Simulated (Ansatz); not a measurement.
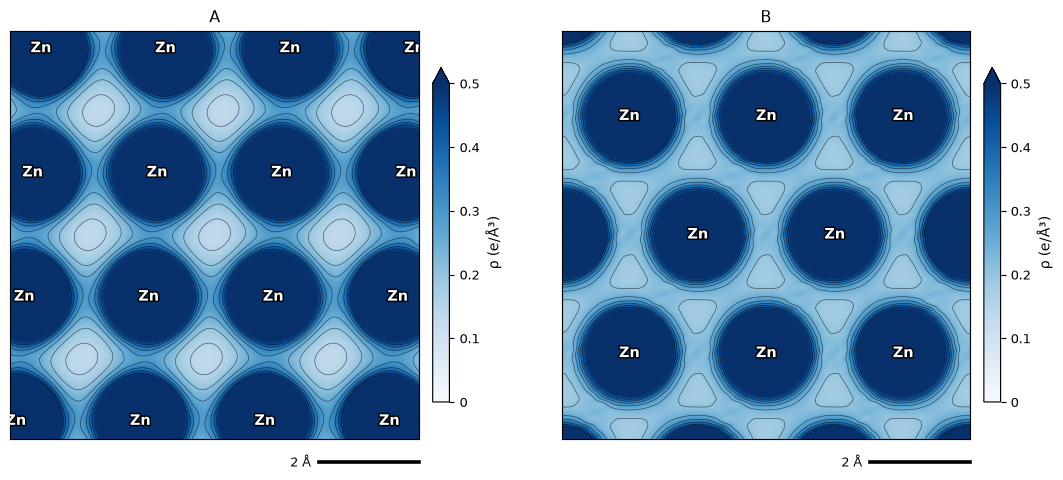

Zn. The valence charge density (pseudo) of two cells that differ in size and shape, on the (100) plane of each (indices in the axes of the calculation cell), at one length scale and on one colour scale: A has 15.2 Å³ an atom and B 14.4.

These are results of DFT PBE, scalar-relativistic, plane waves, PAW in Ansatz, not measurements.

In a PAW calculation such maps are meaningful between the atoms, not at the nuclei.

Q: What changes from the larger cell to the smaller?

A: From the larger cell to the smaller, Zn–Zn goes from 2.48 to 2.73 Å, and the density at its midpoint from 0.29 to 0.22 e/Å³; the pressure goes from 13 to 4.3 GPa.
